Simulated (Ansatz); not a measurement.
**Geometry relaxation, with input and output: HgH$_{2}$**

- system: HgH$_{2}$ (Pn-3m, 6 atoms in the cell)
- method: DFT PBE, scalar-relativistic, plane waves, PAW, no spin polarisation (Ansatz 0.2.0)

The structure was made by swapping elements on the sites of another compound; it need not be a known phase. It belongs to a series of runs on one base structure; here: cuprite type (Pn-3m, No. 224). Figures and captions count atoms from 1; the log counts them from 0 in places.

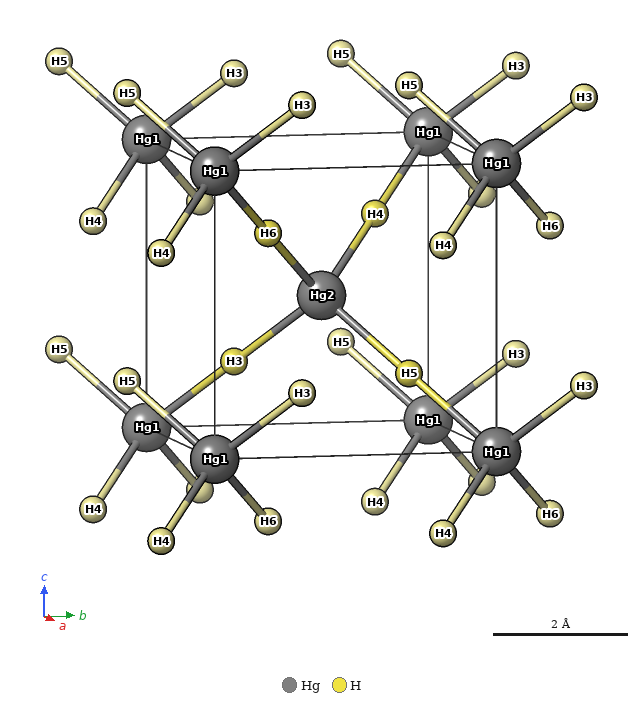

The starting structure (ball-and-stick view of the cell of the calculation, seen slightly off an axis; neighbours outside the cell are drawn fainter; atoms are numbered from 1 in the order of the input).

## Key numbers

- outcome: converged
- space group (tolerance 0.01 Å): Pn-3m (224)
- electrons treated: 44
- free energy: −27687.6220 eV
- Fermi energy: 6.786 eV
- gap on the k-point mesh: none (metallic)
- pressure: 0.04 GPa
- final volume: 81.62 Å³
- largest force (length of the vector) at the end: under 0.001 eV/Å
- final cell: a = 4.338 Å, b = 4.338 Å, c = 4.338 Å, α = 90.00°, β = 90.00°, γ = 90.00°
- hardware: 1 thread of Intel Xeon (Sapphire Rapids), 192 GiB of memory available, shared host
- wall time: 10 s
- peak memory: 0.43 GiB

## Notes

Spin–orbit coupling is left out, which matters for Hg.

## Input
```yaml
crystal:
  lattice:
    - [4.3377668766, 0.0, 0.0]
    - [0.0, 4.3377668766, 0.0]
    - [0.0, 0.0, 4.3377668766]
  atoms:
    - { symbol: Hg, position: [0.0, 0.0, 0.0] }
    - { symbol: Hg, position: [0.5, 0.5, 0.5] }
    - { symbol: H, position: [0.25, 0.25, 0.25] }
    - { symbol: H, position: [0.25, 0.75, 0.75] }
    - { symbol: H, position: [0.75, 0.75, 0.25] }
    - { symbol: H, position: [0.75, 0.25, 0.75] }
basis:
  ecutwfc: 420
kpoints:
  mp_grid: { grid: [10, 10, 10] }
hamiltonian:
  xc: pbe
scf:
  occupations: { method: gaussian, width: 0.1 }
output:
  forces: true
  stress: true
  eigenvalues: true
relax:
  adjacent_minimum: "off"
  f_tol: 0.01
  max_steps: 80
  cell: { stress_tol: 0.05 }
```

Launch command:
```bash
ansatz run input.yaml --threads 1 --pin off --max-ram 2560MiB --backend cpu --events-out ev --progress --plain --runs-dir out
```

## What the program printed
```
Engine: ansatz 0.2.0, x86_64-unknown-linux-gnu
Pseudopotentials: kind: paw
Pseudopotential: Hg, paw, valence charge 20, recommended cutoff 420 eV (normal), Hg.paw.azcp
Pseudopotential: H, paw, valence charge 1, recommended cutoff 420 eV (normal), H.paw.azcp
Functional definition: PBE
  parameter kappa = 0.804
  parameter beta = 0.06672455060314922
  exchange = pbe_x(kappa = kappa, mu = beta*pi^2/3)
  correlation = pbe_c(beta = beta)
Crystal: 6 atoms, lattice volume = 81.620 Å³
Basis set: ecut = 420 eV, 1575 PW (Γ), exchange–correlation on 60×60×60 points (8 copies of the dense FFT grid, shifted against one another)
Bands: 28, of which v1, the nominal top of the filled ones, is band 22 counted from 1 (21 counted from 0)
Symmetry: 48 space group operations
Space group: Pn-3m (ITA 224), of the structure as read, at distance tolerance 4.3e-5 Å
k-points: 56 of 1000
Non-local potential: Hg, projectors of the file, l = 0: 3, l = 1: 2, l = 2: 2, l = 3: 1
Non-local potential: H, projectors of the file, l = 0: 2, l = 1: 1
PAW form: soft (Blöchl's): semilocal exchange-correlation on the pseudo side does not see the compensation charge
PAW one-centre angular grid: Hg, 590 points (default); XC on 64 Gauss nodes
PAW one-centre angular grid: H, 110 points (default); XC on 64 Gauss nodes
Initial density: superposition of atomic densities (neutral atoms: chi_scale 0, normalization atom), corrected by the library's trained network
Initial wavefunctions: pseudopotential atomic-orbital guess
Functional: x = pbe(κ = 0.804, μ = 0.2195149727645171), c = pbe(β = 0.06672455060314922)
SCF iter   1: F=—  HF=-27687.616142 eV  |F-HF|=—  |Δ(HF+E_count)|=         —  Δρ=3.18e-3  dr2=6.37e-3  ethr=1.77e-3  ⟨swp⟩=5.7  Hψ=6360  notcnv=0  defer=5
preconditioner: auto → Kerker (q_TF=auto, 2.461 Å⁻¹)  [metal: Δε(μ)=0.072 eV  Ē_g=11.450 eV  σ=0.100 eV  W_gap=0.35  n_scr=18 (ndim 8)  ℏωp=21.7 eV  f_vac=0.008  D(μ)=0.69/eV (n_scr^D=0)]
SCF iter   2: F=—  HF=-27687.619509 eV  |F-HF|=—  |Δ(HF+E_count)|=   3.37e-3  Δρ=1.78e-3  dr2=2.01e-3  ethr=1.45e-5  ⟨swp⟩=2.1  Hψ=2673  notcnv=0  defer=11
SCF iter   3: F=—  HF=-27687.621560 eV  |F-HF|=—  |Δ(HF+E_count)|=   2.05e-3  Δρ=6.00e-4  dr2=3.74e-4  ethr=4.56e-6  ⟨swp⟩=2.1  Hψ=2163  notcnv=0  defer=11
SCF iter   4: F=—  HF=-27687.621981 eV  |F-HF|=—  |Δ(HF+E_count)|=   4.21e-4  Δρ=1.68e-4  dr2=3.03e-5  ethr=8.49e-7  ⟨swp⟩=2.0  Hψ=2200  notcnv=0  defer=11
SCF iter   5: F=—  HF=-27687.622011 eV  |F-HF|=—  |Δ(HF+E_count)|=   3.02e-5  Δρ=3.61e-5  dr2=7.34e-7  ethr=6.88e-8  ⟨swp⟩=2.0  Hψ=2243  notcnv=0  defer=11
SCF iter   6: F=-27687.622012 eV  HF=-27687.622012 eV  |F-HF|=7.66e-8  |Δ(HF+E_count)|=   8.41e-7  Δρ=9.24e-6  dr2=5.98e-8  ethr=2.27e-10  ⟨swp⟩=8.7  Hψ=7034  notcnv=0
SCF 1 converged in 6 iterations: F = -27687.622012 eV  dr2 = 5.98e-8
  greatest PAW one-centre occupation: 1.000 electrons in one spin orbital (limit 2), on the Hg atom at site 1 (counted from 0), in its partial waves of l = 0
relax step   1: F+E_penalty+E_count = -27687.62201163 eV  Δ(F+E_penalty+E_count) = +0.000e0 eV  max|allowed force component| = 1.079e-17 eV/Å  Δτ_max = 0.0000 Å  P = +0.037 GPa  Ω = 81.620 Å³  (6 SCF iters, dr2 threshold 1.00e-7 eV, accepted)
Initial density: handed on by an earlier stage of this run
Initial wavefunctions: pseudopotential atomic-orbital guess (no wavefunctions were taken with the density)
iter 1 solved again at ethr=6.13e-8 eV; its pass at ethr=3.10e-3 eV (dr2=2.70e-5 eV) is discarded
SCF iter   1: F=—  HF=-27687.622022 eV  |F-HF|=—  |Δ(HF+E_count)|=         —  Δρ=9.26e-6  dr2=6.04e-8  ethr=6.13e-8  ⟨swp⟩=3.0  Hψ=10471  notcnv=0
preconditioner: auto → Kerker (q_TF=auto, 2.461 Å⁻¹)  [metal: Δε(μ)=0.072 eV  Ē_g=11.421 eV  σ=0.100 eV  W_gap=0.36  n_scr=18 (ndim 8)  ℏωp=21.7 eV  f_vac=0.001  D(μ)=0.69/eV (n_scr^D=0)]
SCF iter   2: F=—  HF=-27687.622012 eV  |F-HF|=—  |Δ(HF+E_count)|=   1.02e-5  Δρ=5.77e-6  dr2=2.38e-8  ethr=1.37e-10  ⟨swp⟩=2.4  Hψ=2425  notcnv=0
SCF iter   3: F=—  HF=-27687.622012 eV  |F-HF|=—  |Δ(HF+E_count)|=   4.61e-8  Δρ=1.25e-6  dr2=1.24e-9  ethr=5.42e-11  ⟨swp⟩=2.0  Hψ=2355  notcnv=0
SCF iter   4: F=—  HF=-27687.622012 eV  |F-HF|=—  |Δ(HF+E_count)|=   2.80e-9  Δρ=2.90e-7  dr2=6.22e-11  ethr=2.83e-12  ⟨swp⟩=2.0  Hψ=2355  notcnv=0
SCF iter   5: F=-27687.622012 eV  HF=-27687.622012 eV  |F-HF|=1.09e-11  |Δ(HF+E_count)|=  8.73e-11  Δρ=8.17e-8  dr2=7.70e-12  ethr=1.00e-12  ⟨swp⟩=4.5  Hψ=5135  notcnv=0
SCF 2 converged in 5 iterations: F = -27687.622012 eV  dr2 = 7.70e-12
relax step   2: F+E_penalty+E_count = -27687.62201165 eV  Δ(F+E_penalty+E_count) = -1.955e-8 eV  max|allowed force component| = 6.168e-18 eV/Å  Δτ_max = 0.0000 Å  P = +0.037 GPa  Ω = 81.620 Å³  stress off target by 3.75e-2 GPa  SCF on the basis re-selected at this cell (its energy is not comparable with the rows above)  (5 SCF iters)
```

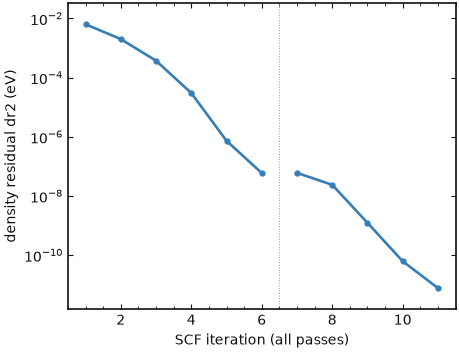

Convergence of the self-consistent field: density residual dr2 against the SCF iteration. The dotted lines part the SCF passes of the relaxation: geometry steps, rejected trials and re-solves on a re-selected basis. The passes take 6 and 5 iterations.

```
basis re-selected at this cell: Δ(F+E_penalty+E_count) = -1.955e-8 eV, ΔP = +0.000 GPa vs the last step (what re-selecting the basis moved, of the pressure what is left beyond the Pulay correction that the steps carried, after the strain that the cell walked since its last selection, with what the two solves' SCF thresholds leave and, on support functions, any second-order correction that the steps lacked; it is no measure of the basis error at this ecutwfc). This SCF's stress stands 3.75e-2 GPa from its target on what of the cell is left free (relax.cell.stress_tol is 5.00e-2 GPa) and its largest allowed force component is 6.17e-18 eV/Å (relax.f_tol is 1.00e-2 eV/Å): within both
SCF converged after 5 iterations
Free energy (F): -27687.622012 eV
Harris-Foulkes:  -27687.622012 eV  (|F-HF|=1.09e-11)
Internal energy: -27687.618553 eV  (E = F + TS)
E sigma→0 (E₀):  -27687.620282 eV
Entropy (-TS):   -0.003459 eV (-0.576 meV/atom)
Fermi energy:    6.786130 eV
--- Per-component energies (eV) ---
  E_band       = -1060.287648
  E_kinetic    = 1255.761333
  E_local      = -6504.051101  (includes V_loc(G=0)·N_el)
  E_nonlocal   = 149.098319
  E_hartree    = 2744.321975
  E_xc         = -474.579165
  E_vxc        = -568.152725  (∫ρ·V_xc dr)
  E_paw        = -19888.925048  (= ΣΔE_a)
  E_vpaw       = -881.584718  (= ΣTr[D̂ρ^β])
  E_aug_tail   = -0.002918  (compensation charges beyond the density's cutoff)
  E_ewald      = -4969.241947
  E_smearing   = -0.003459  (= −TS)
  E_closure    = -0.000000  (closes the sum)
  Σ components = -27687.622012   (vs F -27687.622012, Δ=0.00e0)
--- Forces (eV/Å), atoms counted from 1 ---
  atom   1  Hg    -0.00000000    -0.00000000     0.00000000
  atom   2  Hg     0.00000000     0.00000000    -0.00000000
  atom   3  H     -0.00000000    -0.00000000    -0.00000000
  atom   4  H     -0.00000000     0.00000000     0.00000000
  atom   5  H     -0.00000000    -0.00000000    -0.00000000
  atom   6  H     -0.00000000     0.00000000    -0.00000000
  max |Σ_I F_I| component: 4.63e-18 eV/Å
--- Stress (GPa, compression-positive) ---
        0.037465       0.000000      -0.000000
        0.000000       0.037465       0.000000
       -0.000000       0.000000       0.037465
  P = ⅓ Tr σ = 0.0375 GPa (0.375 kbar)
--- Band table (eV; the first three rows and the last of 56) ---
  k-point 0: bands = ["-107.3842", "-107.3841", "-55.8341", "-55.8341", "-55.8341", "-55.8313", "-55.8313", "-55.8313", "-1.2786", "-0.2692", "-0.2692", "-0.2692", "0.4664", "0.4664", "0.9326", "0.9326", "0.9326", "0.9496", "0.9496", "5.8593", "5.8593", "5.8593", "6.3716", "14.1056", "14.1056", "15.7455", "16.3183", "16.3183"]
  k-point 1: bands = ["-107.3842", "-107.3841", "-55.8341", "-55.8341", "-55.8341", "-55.8313", "-55.8313", "-55.8313", "-1.2109", "-0.2701", "-0.2701", "-0.2585", "0.4786", "0.4880", "0.9076", "0.9076", "0.9248", "0.9383", "0.9528", "5.0408", "5.9469", "5.9469", "7.1471", "14.1541", "14.2011", "15.3481", "15.6152", "15.6152"]
  k-point 2: bands = ["-107.3842", "-107.3841", "-55.8339", "-55.8339", "-55.8339", "-55.8316", "-55.8315", "-55.8315", "-1.0170", "-0.2724", "-0.2724", "-0.2301", "0.5140", "0.5479", "0.8442", "0.8442", "0.9052", "0.9057", "0.9651", "4.0215", "6.1854", "6.1854", "8.0589", "14.1771", "14.3013", "14.4482", "14.5349", "14.5349"]
  k-point 55: bands = ["-107.3842", "-107.3841", "-55.8333", "-55.8333", "-55.8333", "-55.8324", "-55.8324", "-55.8324", "-0.4868", "-0.4868", "-0.4868", "0.6069", "0.6069", "0.6069", "0.9218", "0.9218", "0.9546", "0.9546", "1.4094", "4.8375", "5.9602", "5.9602", "5.9602", "9.5065", "9.5065", "9.5065", "17.4914", "19.2524"]
--- Relaxed structure (1 steps of the walk, 1 accepted, 1 SCFs on fresh bases) ---
  F+E_penalty+E_count = -27687.62201165 eV   max|allowed force component| = 6.168e-18 eV/Å   (the final SCF, on the basis selected at the relaxed cell)
  cell:  # Å, volume = 81.6204 Å³
    - [4.3377668766, 0.0, 0.0]
    - [0.0, 4.3377668766, 0.0]
    - [0.0, 0.0, 4.3377668766]
  atoms:
    - { symbol: Hg, position: [0.0, 0.0, 0.0] }
    - { symbol: Hg, position: [0.5, 0.5, 0.5] }
    - { symbol: H, position: [0.25, 0.25, 0.25] }
    - { symbol: H, position: [0.25, 0.7500000000000001, 0.7500000000000001] }
    - { symbol: H, position: [0.7500000000000001, 0.7500000000000001, 0.25] }
    - { symbol: H, position: [0.7500000000000001, 0.25, 0.7500000000000001] }
```

## Trajectory as extended XYZ (Å, eV, eV/Å), 2 frames, from step=1 to step=2
```
6
Lattice="4.3378 0.0000 0.0000 0.0000 4.3378 0.0000 0.0000 0.0000 4.3378" Properties=species:S:1:pos:R:3:forces:R:3 step=1 energy=-27687.62201 pressure_GPa=0.04
Hg    0.0000    0.0000    0.0000    0.0000   0.0000   0.0000
Hg    2.1689    2.1689    2.1689    0.0000   0.0000   0.0000
H     1.0844    1.0844    1.0844    0.0000   0.0000   0.0000
H     1.0844    3.2533    3.2533    0.0000   0.0000   0.0000
H     3.2533    3.2533    1.0844    0.0000   0.0000   0.0000
H     3.2533    1.0844    3.2533    0.0000   0.0000   0.0000
6
Lattice="4.3378 0.0000 0.0000 0.0000 4.3378 0.0000 0.0000 0.0000 4.3378" Properties=species:S:1:pos:R:3:forces:R:3 step=2 energy=-27687.62201 pressure_GPa=0.04
Hg    0.0000    0.0000    0.0000    0.0000   0.0000   0.0000
Hg    2.1689    2.1689    2.1689    0.0000   0.0000   0.0000
H     1.0844    1.0844    1.0844    0.0000   0.0000   0.0000
H     1.0844    3.2533    3.2533    0.0000   0.0000   0.0000
H     3.2533    3.2533    1.0844    0.0000   0.0000   0.0000
H     3.2533    1.0844    3.2533    0.0000   0.0000   0.0000
```

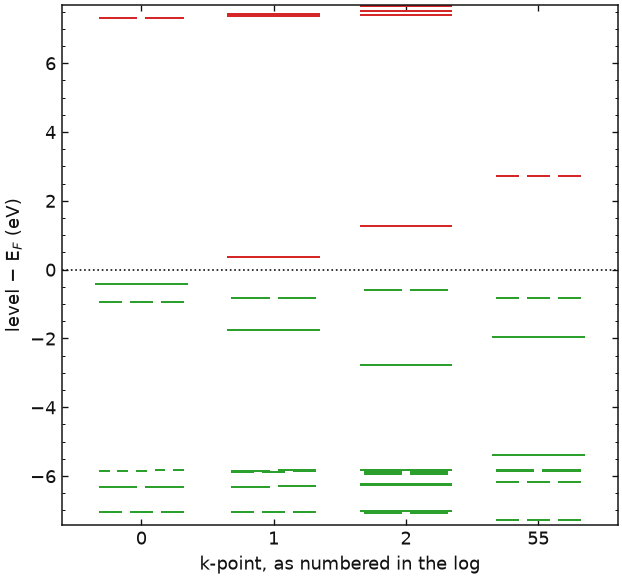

Kohn–Sham levels near the Fermi level (dotted) at the few k-points that the log prints; levels within 0.02 eV of each other stand side by side. The system is metallic on the full mesh.
